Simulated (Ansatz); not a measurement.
## Single-point calculation of CuO (part 2 of 3)

The same run, continued: CuO (P6₃mc, 4 atoms in the cell); DFT LDA+U+J, spin-orbit coupling, plane waves, PAW, U = 7 eV, J = 0.7 eV on Cu atom 1 d; U = 7 eV, J = 0.7 eV on Cu atom 2 d (Ansatz 0.2.0); cutoff 420 eV, 7×7×4 k-mesh, Gaussian smearing of 0.05 eV. The structure was built on a prototype by a generator; it need not be a known phase. It belongs to a series of runs on one base structure; here: natural orbitals of the symmetric run, filled by rank.

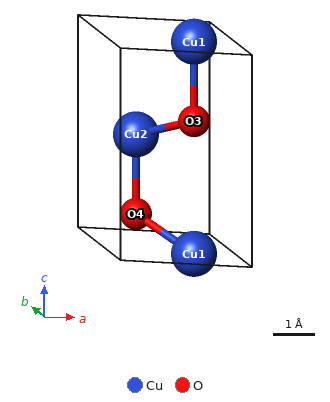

*The input geometry (ball-and-stick view of the cell of the calculation, seen slightly off an axis; atoms are numbered from 1 in the order of the input).*

### What the program printed, continued
```
SCF iter  46: F=—  HF=-14216.005671 eV  |F-HF|=—  |Δ(HF+E_count)|=   8.73e-5  Δρ=9.97e-5  dr2=3.69e-6  dr2_m=1.53e-6  ethr=1.94e-9  |M|=1.13e-4 ∫|m|=1.22e0 μB  |m|>n=0.0e0 m-floor=0.0e0 τ_xc=1.9e-18  β_m=0.86  ⟨swp⟩=3.0  Hψ=11571  notcnv=0  defer=362
SCF iter  47: F=—  HF=-14216.005686 eV  |F-HF|=—  |Δ(HF+E_count)|=   1.51e-5  Δρ=4.15e-5  dr2=7.36e-7  dr2_m=7.89e-8  ethr=1.94e-9  |M|=1.11e-4 ∫|m|=1.22e0 μB  |m|>n=0.0e0 m-floor=0.0e0 τ_xc=1.9e-18  β_m=0.87  ⟨swp⟩=2.1  Hψ=9191  notcnv=0  defer=362
SCF iter  48: F=—  HF=-14216.005687 eV  |F-HF|=—  |Δ(HF+E_count)|=   6.51e-7  Δρ=3.80e-5  dr2=5.58e-7  dr2_m=4.50e-8  ethr=1.47e-9  |M|=1.08e-4 ∫|m|=1.22e0 μB  |m|>n=0.0e0 m-floor=0.0e0 τ_xc=1.9e-18  β_m=0.93  ⟨swp⟩=2.0  Hψ=7541  notcnv=0  defer=362
SCF iter  49: F=—  HF=-14216.005687 eV  |F-HF|=—  |Δ(HF+E_count)|=   5.75e-8  Δρ=2.60e-5  dr2=2.22e-7  dr2_m=1.30e-8  ethr=1.12e-9  |M|=1.03e-4 ∫|m|=1.22e0 μB  |m|>n=0.0e0 m-floor=0.0e0 τ_xc=1.9e-18  β_m=0.78  ⟨swp⟩=2.0  Hψ=5656  notcnv=0  defer=362
SCF iter  50: F=-14216.005687 eV  HF=-14216.005687 eV  |F-HF|=4.29e-9  |Δ(HF+E_count)|=   3.70e-8  Δρ=3.15e-6  dr2=3.81e-9  dr2_m=6.37e-10  ethr=2.00e-10  |M|=1.00e-4 ∫|m|=1.22e0 μB  |m|>n=0.0e0 m-floor=0.0e0 τ_xc=1.8e-18  ⟨swp⟩=10.6  Hψ=33606  notcnv=0
WARN: hamiltonian.hubbard: on 2 of 2 specified blocks the occupation matrix of this SCF's result fails the test of the specified filling. At site 0 (sites count from 0 in the list of atoms of the cell that this SCF solves) the least filled combination of the orbitals specified full has occupation 0.687, and the fullest combination of the orbitals specified empty has occupation 0.580; the filling counts as kept where the first is at least 0.75 and exceeds the second by more than 0.25. The same holds at site 1. The state of this SCF's result may not hold the specified filling, though these bounds can also misjudge a state that does. This warning does not say which state is lower in energy, or whether the specified filling is a self-consistent state at all; see hamiltonian.hubbard.sites[].starting_ns, Limitations, and scf.initial_density.shell_occupations in the input reference
SCF 1 converged in 50 iterations: F = -14216.005687 eV  dr2 = 3.81e-9
  greatest PAW one-centre occupation: 1.000 electrons in one spin orbital (limit 2), on the Cu atom at site 1 (counted from 0), in its partial waves of l = 0
SCF converged after 50 iterations
Magnetization: |M| = 0.0001 μB,  M = (-0.0000, -0.0001, +0.0000) μB
Absolute magnetization: 1.8066 μB (∫|m|, with the PAW one-centre terms)
  site 0: m = (-0.0000, -0.0000, +0.1161) μB, |m| = 0.1161 μB  (R = 0.83 Å)
  site 1: m = (-0.0000, -0.0000, -0.1161) μB, |m| = 0.1161 μB  (R = 0.83 Å)
  site 2: m = (-0.0000, -0.0000, -0.1095) μB, |m| = 0.1095 μB  (R = 0.83 Å)
  site 3: m = (-0.0000, -0.0000, +0.1095) μB, |m| = 0.1095 μB  (R = 0.83 Å)
Free energy (F): -14216.005687 eV
Harris-Foulkes:  -14216.005687 eV  (|F-HF|=4.29e-9)
Internal energy: -14216.005562 eV  (E = F + TS)
E sigma→0 (E₀):  -14216.005624 eV
Entropy (-TS):   -0.000125 eV (-0.031 meV/atom)
Fermi energy:    7.804279 eV
--- Per-component energies (eV) ---
  E_band       = -1098.175765
  E_kinetic    = 931.418058
  E_local      = -10614.230129  (includes V_loc(G=0)·N_el)
  E_nonlocal   = 878.897934
  E_hartree    = 4561.427079
  E_xc         = -316.928185
  E_vxc        = -409.350823  (∫ρ·V_xc dr)
  E_hubbard    = 1.309363  (on-site DFT+U / exact-exchange correction)
  E_vhub       = -55.555843  (the Hubbard potential's part of the band-sum identity)
  E_paw        = -3467.759857  (= ΣΔE_a)
  E_vpaw       = -952.217279  (= ΣTr[D̂ρ^β])
  E_aug_tail   = 0.005547  (compensation charges beyond the density's cutoff)
  E_ewald      = -6191.243701
  E_core_change = 1.098330  (= ΣΔE_core)
  E_smearing   = -0.000125  (= −TS)
  E_closure    = -0.000000  (closes the sum)
  Σ components = -14216.005687   (vs F -14216.005687, Δ=0.00e0)
--- DFT+U+J on-site energies (Liechtenstein; fll double counting; per corrected site; eV) ---
  site 0 (l=d): U=7.0000  J=0.7000  Tr N=9.2341  E_int=255.080392  E_dc=254.425711  E_U=0.654681
  site 1 (l=d): U=7.0000  J=0.7000  Tr N=9.2341  E_int=255.080392  E_dc=254.425711  E_U=0.654681
--- Hubbard shell moments (per corrected site; Tr N, ν in electrons; μ in μ_B) ---
  shell 0: Tr N=9.2341  μ_S=(-0.0000, -0.0000, +0.1134)  μ_L=(+0.0000, +0.0001, +0.4181)  μ=(+0.0000, +0.0000, +0.5316)  ν=0.5051 along (-0.000, -0.000, +1.000)
  shell 1: Tr N=9.2341  μ_S=(-0.0000, -0.0000, -0.1134)  μ_L=(+0.0000, +0.0001, -0.4181)  μ=(+0.0000, +0.0000, -0.5316)  ν=0.5051 along (-0.000, -0.000, -1.000)
--- Specified on-site occupations, and those of the state reported ---
  electrons in the specified blocks: 17.5000 specified, 18.4681 found
  site 0 (l=d): largest change of an orbital's occupation 0.6911; electrons 8.7500 specified, 9.2341 found; spectral distance 0.2639
  site 1 (l=d): largest change of an orbital's occupation 0.6911; electrons 8.7500 specified, 9.2341 found; spectral distance 0.2639
--- Forces (eV/Å), atoms counted from 1 ---
  atom   1  Cu     0.00000000     0.00001514    -0.13925510
  atom   2  Cu    -0.00000000    -0.00001514    -0.13925510
  atom   3  O      0.00000000     0.00005341     0.13924517
  atom   4  O     -0.00000000    -0.00005341     0.13924517
  max |Σ_I F_I| component: 1.99e-5 eV/Å
--- Stress (GPa, compression-positive) ---
      -12.652323       0.000000       0.000000
        0.000000     -12.649729       0.000000
       -0.000000       0.000000     -17.105213
  P = ⅓ Tr σ = -14.1358 GPa (-141.358 kbar)
--- Band table (eV; the first three rows and the last of 84) ---
  k-point 0: bands = ["-104.0943", "-104.0943", "-103.9567", "-103.9567", "-63.6751", "-63.6751", "-63.5178", "-63.5178", "-61.2048", "-61.2048", "-61.1908", "-61.1902", "-60.8639", "-60.8639", "-60.6492", "-60.6486", "-9.7048", "-9.7048", "-9.1667", "-9.1667", "0.7459", "0.7460", "0.9167", "0.9662", "1.0430", "1.0431", "1.3516", "1.4249", "1.7653", "1.7653", "2.0886", "2.1318", "2.1318", "2.1531", "2.2025", "2.2025", "2.4443", "2.5349", "2.8946", "2.8946", "5.2387", "5.2390", "6.9436", "6.9632", "7.0411", "7.0412", "7.6351", "7.6351", "7.7487", "7.7638", "8.7816", "8.7816", "9.2113", "9.2114", "13.3464", "13.3465", "15.6312", "15.6312", "20.9436", "20.9436"]
  k-point 1: bands = ["-104.0941", "-104.0941", "-103.9567", "-103.9567", "-63.6751", "-63.6751", "-63.5178", "-63.5178", "-61.2048", "-61.2048", "-61.1907", "-61.1903", "-60.8639", "-60.8639", "-60.6491", "-60.6487", "-9.6323", "-9.6323", "-9.2343", "-9.2342", "0.6808", "0.6809", "0.9230", "0.9587", "1.0256", "1.0256", "1.3361", "1.3869", "1.4149", "1.4149", "2.1272", "2.1272", "2.1342", "2.1930", "2.2327", "2.2327", "2.4334", "2.5088", "3.4906", "3.4907", "5.2479", "5.2482", "6.8131", "6.8132", "7.0481", "7.0661", "7.2734", "7.2734", "7.6486", "7.6634", "9.0322", "9.0323", "9.8315", "9.8315", "12.6406", "12.6406", "16.3159", "16.3159", "19.9903", "19.9903"]
  k-point 2: bands = ["-104.0940", "-104.0940", "-103.9566", "-103.9566", "-63.6751", "-63.6751", "-63.5178", "-63.5178", "-61.2048", "-61.2048", "-61.1905", "-61.1905", "-60.8639", "-60.8639", "-60.6489", "-60.6489", "-9.5129", "-9.5129", "-9.3481", "-9.3481", "0.6087", "0.6087", "0.9410", "0.9410", "1.0014", "1.0014", "1.2239", "1.2239", "1.3353", "1.3353", "2.1221", "2.1221", "2.2100", "2.2100", "2.2574", "2.2574", "2.4479", "2.4479", "3.9784", "3.9784", "5.3219", "5.3219", "6.3552", "6.3552", "7.2241", "7.2241", "7.2489", "7.2489", "7.4939", "7.4939", "9.0190", "9.0190", "11.2438", "11.2438", "11.2955", "11.2955", "17.8234", "17.8234", "17.8820", "17.8820"]
  k-point 83: bands = ["-104.0941", "-104.0941", "-103.9569", "-103.9569", "-63.6763", "-63.6763", "-63.5190", "-63.5190", "-61.2055", "-61.2055", "-61.1929", "-61.1929", "-60.8646", "-60.8646", "-60.6513", "-60.6513", "-9.2059", "-9.2059", "-8.9274", "-8.9274", "0.8690", "0.8690", "1.1135", "1.1135", "1.2808", "1.2808", "1.5996", "1.5996", "1.6631", "1.6631", "2.1040", "2.1040", "2.2938", "2.2938", "2.3510", "2.3510", "2.4928", "2.4928", "3.9284", "3.9284", "3.9964", "3.9964", "5.4214", "5.4214", "5.7392", "5.7392", "6.0945", "6.0945", "6.3396", "6.3396", "8.2961", "8.2961", "14.2258", "14.2258", "14.2568", "14.2568", "16.1546", "16.1546", "16.1989", "16.1989"]
Occupation matrices written to [file]
--- Löwdin populations: 4 sites ---
  site symbol       q [e]
     0     Cu     17.8015
     1     Cu     17.8015
     2      O      7.0324
     3      O      7.0324
  spilling = 0.006644 (of n_electrons = 50.000000)
--- Occupation matrices: 2 shells (run DFT+U table (all-electron-ortho-atomic); ε = 2.79e-3) ---
  Cu0 d_3D: site group C3v (3m)
  Cu0 d_3D spinor Tr n = 9.2341  λ = 0.272 0.993 0.993 0.995 0.995 0.996 0.997 0.997 0.998 0.998  [z2 0.42 (T2 1.00) E1/2(1.00) | 9× yz 0.21 (T2 0.56) E1/2(0.56)]
  specified occupation → Cu0 d_3D spinor: matrix, ‖Δ‖_F = 0.8090, Tr Δ = -0.4841, displaced = 0.6561, d_λ = 0.2639; orbital distance = 0.9231
  Cu1 d_3D: site group C3v (3m)
  Cu1 d_3D spinor Tr n = 9.2341  λ = 0.272 0.993 0.993 0.995 0.995 0.996 0.997 0.997 0.998 0.998  [z2 0.42 (T2 1.00) E1/2(1.00) | 9× yz 0.21 (T2 0.56) E1/2(0.56)]
  specified occupation → Cu1 d_3D spinor: matrix, ‖Δ‖_F = 0.8090, Tr Δ = -0.4841, displaced = 0.6561, d_λ = 0.2639; orbital distance = 0.9231
  Tr n, λ and their labels are of the run-group-symmetrised matrices; stabiliser: 12 of 24 elements of G0×{1,Θ} (closed), max defect 3.0e-4 at τ = 5.9e-4
```

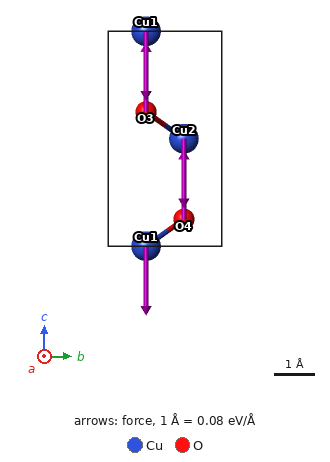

*Forces on the atoms as pink arrows (ball-and-stick view of the cell of the calculation, along the a axis; atoms are numbered from 1 in the order of the input).*

The largest act on Cu1, Cu2 (0.14 eV/Å); O3, O4 (0.14 eV/Å). The geometry is not a stationary point of this energy.

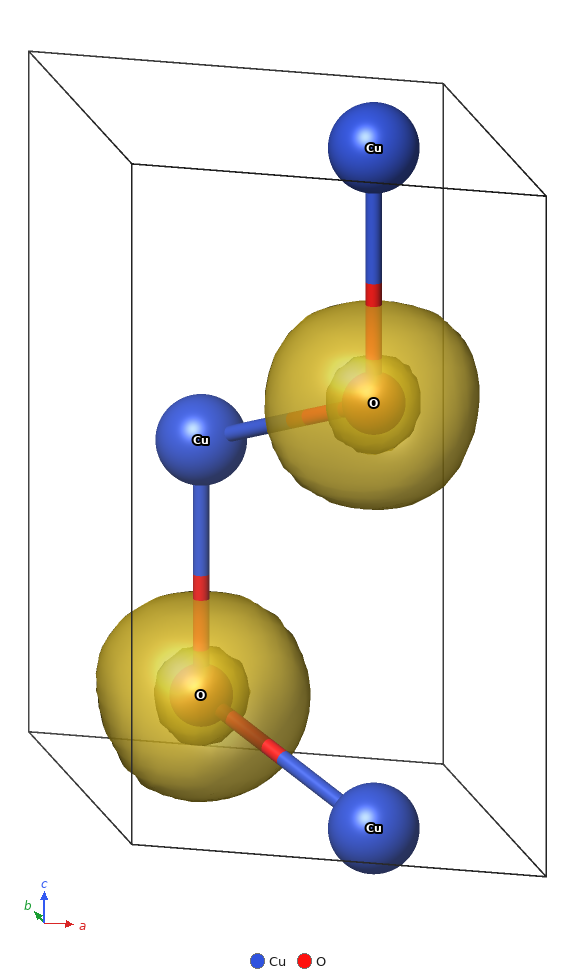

*Isosurface of the electron localisation function at 0.7 (yellow), seen slightly off an axis. Core shells and regions of very low density are left out. Sticks mark near contacts. The outline is the calculation cell.*

Profiles from the grid: Cu–O (2.01 Å): the ELF is about 0.20 at the midpoint. The fields are those of the smooth PAW valence density.

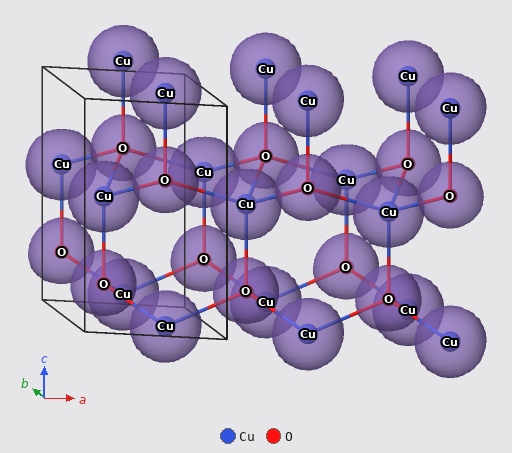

*Isosurface of the valence charge density (pseudo) at 1 e/Å³ (purple), seen slightly off an axis. Sticks mark near contacts. The outline is the calculation cell.*

At this value the density breaks into separate islands; it holds about 80 % of the electrons treated as valence (semicore included). It is pinched off along the Cu–O (2.01 Å) contacts. On the grid the lowest density along these lines, outside the cores, is 0.57 e/Å³ (Cu–O, 2.01 Å).

This output came from the following input.

### Input file
```yaml
crystal:
  lattice:
    - [3.28802443, 0.0, 0.0]
    - [-1.64401221, 2.84751268, 0.0]
    - [0.0, 0.0, 5.38502486]
  atoms:
    - { symbol: Cu, position: [0.6666666667, 0.3333333333, 0.0], spin: 1.0, spin_axis: [0.0, 0.0, 1.0] }
    - { symbol: Cu, position: [0.3333333333, 0.6666666667, 0.5], spin: 1.0, spin_axis: [0.0, 0.0, -1.0] }
    - { symbol: O, position: [0.6666666667, 0.3333333333, 0.6252] }
    - { symbol: O, position: [0.3333333333, 0.6666666667, 0.1252] }
basis:
  ecutwfc: 420
  ecutrho_ratio: 4
kpoints:
  mp_grid: { grid: [7, 7, 4] }
hamiltonian:
  xc: lda
  hubbard:
    sites:
      - { site: 0, l: d, u: 7.0, j: 0.7, starting_ns: [{ occupation_matrix: s0 }] }
      - { site: 1, l: d, u: 7.0, j: 0.7, starting_ns: [{ occupation_matrix: s1 }] }
    occupation_matrices:
      s0:
        spinor_matrix:
          - [[0.97, 0.0], [0.0, 0.0], [0.0, 0.0], [0.0, 0.0], [0.0, 0.0], [0.0, 0.0], [0.0, 0.0], [0.0, 0.0], [0.0, 0.0], [0.0, 0.0]]
          - [[0.0, 0.0], [0.97, 0.0], [0.0, 0.0], [0.0, 0.0], [0.0, 0.0], [0.0, 0.0], [0.0, 0.0], [0.0, 0.0], [0.0, 0.0], [0.0, 0.0]]
          - [[0.0, 0.0], [0.0, 0.0], [0.97, 0.0], [0.0, 0.0], [0.0, 0.0], [0.0, 0.0], [0.0, 0.0], [0.0, 0.0], [0.0, 0.0], [0.0, 0.0]]
          - [[0.0, 0.0], [0.0, 0.0], [0.0, 0.0], [0.97, 0.0], [0.0, 0.0], [0.0, 0.0], [0.0, 0.0], [0.0, 0.0], [0.0, 0.0], [0.0, 0.0]]
          - [[0.0, 0.0], [0.0, 0.0], [0.0, 0.0], [0.0, 0.0], [0.97, 0.0], [0.0, 0.0], [0.0, 0.0], [0.0, 0.0], [0.0, 0.0], [0.0, 0.0]]
          - [[0.0, 0.0], [0.0, 0.0], [0.0, 0.0], [0.0, 0.0], [0.0, 0.0], [0.97, 0.0], [0.0, 0.0], [0.0, 0.0], [0.0, 0.0], [0.0, 0.0]]
          - [[0.0, 0.0], [0.0, 0.0], [0.0, 0.0], [0.0, 0.0], [0.0, 0.0], [0.0, 0.0], [0.83558, 0.0], [0.0, 0.13442], [0.0, -0.21414], [0.21379, 0.0]]
          - [[0.0, 0.0], [0.0, 0.0], [0.0, 0.0], [0.0, 0.0], [0.0, 0.0], [0.0, 0.0], [0.0, -0.13442], [0.83558, 0.0], [0.21414, 0.0], [0.0, 0.21379]]
          - [[0.0, 0.0], [0.0, 0.0], [0.0, 0.0], [0.0, 0.0], [0.0, 0.0], [0.0, 0.0], [0.0, 0.21414], [0.21414, 0.0], [0.62885, 0.0], [0.0, -0.34058]]
          - [[0.0, 0.0], [0.0, 0.0], [0.0, 0.0], [0.0, 0.0], [0.0, 0.0], [0.0, 0.0], [0.21379, 0.0], [0.0, -0.21379], [0.0, 0.34058], [0.62999, 0.0]]
      s1:
        spinor_matrix:
          - [[0.97, 0.0], [0.0, 0.0], [0.0, 0.0], [0.0, 0.0], [0.0, 0.0], [0.0, 0.0], [0.0, 0.0], [0.0, 0.0], [0.0, 0.0], [0.0, 0.0]]
          - [[0.0, 0.0], [0.83558, 0.0], [0.0, -0.13442], [0.0, -0.21414], [-0.21379, 0.0], [0.0, 0.0], [0.0, 0.0], [0.0, 0.0], [0.0, 0.0], [0.0, 0.0]]
          - [[0.0, 0.0], [0.0, 0.13442], [0.83558, 0.0], [-0.21414, 0.0], [0.0, 0.21379], [0.0, 0.0], [0.0, 0.0], [0.0, 0.0], [0.0, 0.0], [0.0, 0.0]]
          - [[0.0, 0.0], [0.0, 0.21414], [-0.21414, 0.0], [0.62885, 0.0], [0.0, 0.34058], [0.0, 0.0], [0.0, 0.0], [0.0, 0.0], [0.0, 0.0], [0.0, 0.0]]
          - [[0.0, 0.0], [-0.21379, 0.0], [0.0, -0.21379], [0.0, -0.34058], [0.62999, 0.0], [0.0, 0.0], [0.0, 0.0], [0.0, 0.0], [0.0, 0.0], [0.0, 0.0]]
          - [[0.0, 0.0], [0.0, 0.0], [0.0, 0.0], [0.0, 0.0], [0.0, 0.0], [0.97, 0.0], [0.0, 0.0], [0.0, 0.0], [0.0, 0.0], [0.0, 0.0]]
          - [[0.0, 0.0], [0.0, 0.0], [0.0, 0.0], [0.0, 0.0], [0.0, 0.0], [0.0, 0.0], [0.97, 0.0], [0.0, 0.0], [0.0, 0.0], [0.0, 0.0]]
          - [[0.0, 0.0], [0.0, 0.0], [0.0, 0.0], [0.0, 0.0], [0.0, 0.0], [0.0, 0.0], [0.0, 0.0], [0.97, 0.0], [0.0, 0.0], [0.0, 0.0]]
          - [[0.0, 0.0], [0.0, 0.0], [0.0, 0.0], [0.0, 0.0], [0.0, 0.0], [0.0, 0.0], [0.0, 0.0], [0.0, 0.0], [0.97, 0.0], [0.0, 0.0]]
          - [[0.0, 0.0], [0.0, 0.0], [0.0, 0.0], [0.0, 0.0], [0.0, 0.0], [0.0, 0.0], [0.0, 0.0], [0.0, 0.0], [0.0, 0.0], [0.97, 0.0]]
    ns_hold: { iters: 10 }
scf:
  occupations: { method: gaussian, width: 0.05 }
  lower_state_search: "off"
  max_iter: 150
output:
  forces: true
  stress: true
  eigenvalues: true
  populations: true
  hubbard: { sites: [{ site: 0, l: d }, { site: 1, l: d }] }
  write_density: true
  write_potential: true
  elf: true
  volumetric_format: npy
magnetization:
  noncollinear: true
  spin_orbit: true
```

Run as:
```bash
ansatz run input.yaml --threads 4 --pin off --max-ram 6144MiB --backend cpu --events-out ev --progress --plain --runs-dir out
```

### Summary

- outcome: converged
- space group (tolerance 0.01 Å): P6₃mc (186)
- electrons treated: 50
- free energy: −14216.0057 eV
- Fermi energy: 7.804 eV
- gap on the k-point mesh: 0.10 eV
- net moment of the cell: 0.00 μB
- integrated absolute moment: 1.81 μB
- pressure: −14.14 GPa
- largest force (length of the vector): 0.139 eV/Å
- hardware: 4 threads of Intel Xeon (Emerald Rapids), 12 GiB of memory available, shared host
- wall time: 89 s (CPU time 5.5 min)
- peak memory: 1.1 GiB
